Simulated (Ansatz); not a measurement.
Consider W2S5 (cell with a defect).

The calculation's input:

```
crystal:
  lattice:
    - [4.7816210048, -2.7606701743, 0.0]
    - [1.5938736683, -0.9202233914, -7.4744489262]
    - [6.375494673, 5.5213403485, 0.0]
  atoms:
    - { symbol: W, position: [0.4006774492, 0.9979676524, 0.2] }
    - { symbol: W, position: [0.8006774492, 0.9979676524, 0.4] }
    - { symbol: W, position: [0.2006774492, 0.9979676524, 0.6] }
    - { symbol: W, position: [0.6006774492, 0.9979676524, 0.8] }
    - { symbol: S, position: [0.4040742748, 0.7877771756, 1.0], spin: 0.333 }
    - { symbol: S, position: [0.8040742748, 0.7877771756, 0.2], spin: 0.333 }
    - { symbol: S, position: [0.2040742748, 0.7877771756, 0.4] }
    - { symbol: S, position: [0.6040742748, 0.7877771756, 0.6] }
    - { symbol: S, position: [0.0040742748, 0.7877771756, 0.8], spin: 0.333 }
    - { symbol: S, position: [0.263948276, 0.208155172, 1.0], spin: 0.333 }
    - { symbol: S, position: [0.663948276, 0.208155172, 0.2], spin: 0.333 }
    - { symbol: S, position: [0.063948276, 0.208155172, 0.4] }
    - { symbol: S, position: [0.463948276, 0.208155172, 0.6] }
    - { symbol: S, position: [0.863948276, 0.208155172, 0.8], spin: 0.333 }
  host:
    lattice:
      - [1.5938736683, 0.9202233914, 7.4744489262]
      - [-1.5938736683, 0.9202233914, 7.4744489262]
      - [0.0, -1.8404467828, 7.4744489262]
    atoms:
      - { symbol: W, position: [0.0006774492, 0.0006774492, 0.0006774492] }
      - { symbol: S, position: [0.4040742748, 0.4040742748, 0.4040742748] }
      - { symbol: S, position: [0.263948276, 0.263948276, 0.263948276] }
basis:
  ecutwfc: 420
  xc_grid: 2
kpoints:
  mp_grid: { grid: [4, 3, 4], shift: [0.0, 0.0, 0.0] }
hamiltonian:
  xc: pbe
scf:
  occupations: { method: gaussian, width: 0.01 }
output:
  forces: true
  stress: false
  eigenvalues: true
  populations: true
  charged_corrections:
    defect_position: [0.00067745, 0.99796765, 1.0]
    epsilon: [[11.5894, 0.0, 0.0], [0.0, 11.5894, 0.0], [0.0, 0.0, 3.2073]]
  write_density: true
  write_potential: true
  elf: true
  volumetric_format: npy
magnetization:
  spin_polarized: true
relax:
  adjacent_minimum: "off"
  f_tol: 0.025
  max_steps: 45
```

Launched as:

```sh
ansatz run input.yaml --threads 4 --pin off --max-ram 8192MiB --backend cpu --events-out ev --progress --plain --runs-dir out
```

The fields are those of the relaxed geometry.

Spin-polarised.

Computed with DFT PBE, scalar-relativistic, plane waves, PAW (Ansatz 0.2.0).

> What can the converged valence pseudo-density and electron localisation function tell about the bonding?

W–S (2.36 Å): ρ at the midpoint is about 0.7 e/Å³; the ELF peaks at about 0.85 in the valence shell of S, 0.8 Å from its nucleus, and is about 0.50 at the midpoint.
W–S (2.43 Å): the density is about 0.62 e/Å³ at the midpoint; the ELF peaks at about 0.85 in the valence shell of S, 0.8 Å from its nucleus, and is about 0.50 at the midpoint.

> Metal or insulator at this level of theory?

It is gapless in this calculation (a metal or semimetal).

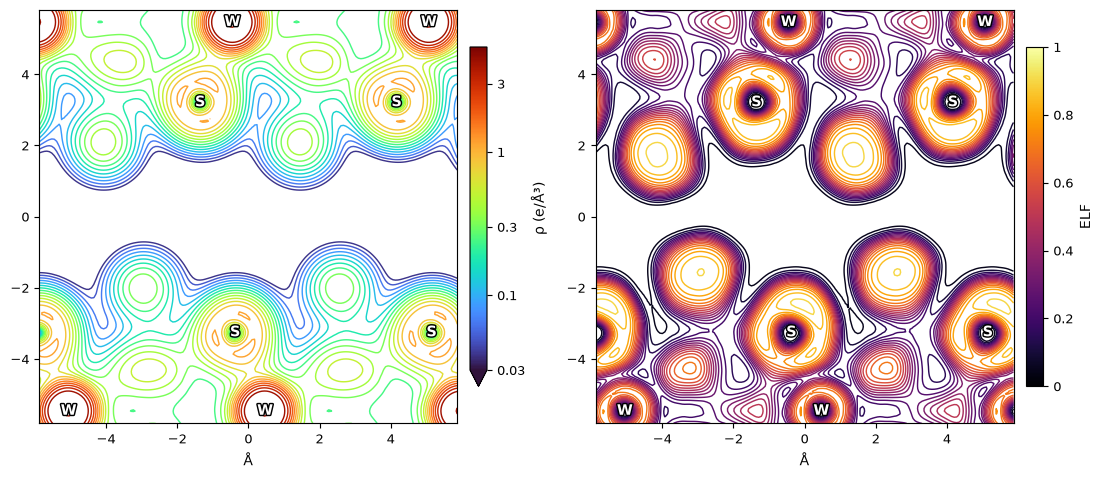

Computed valence pseudo-density and electron localisation function on the (011) plane of the calculation cell, in this order. 

The density is the valence pseudo-density of a PAW calculation; it isn't the true density close to the nuclei.
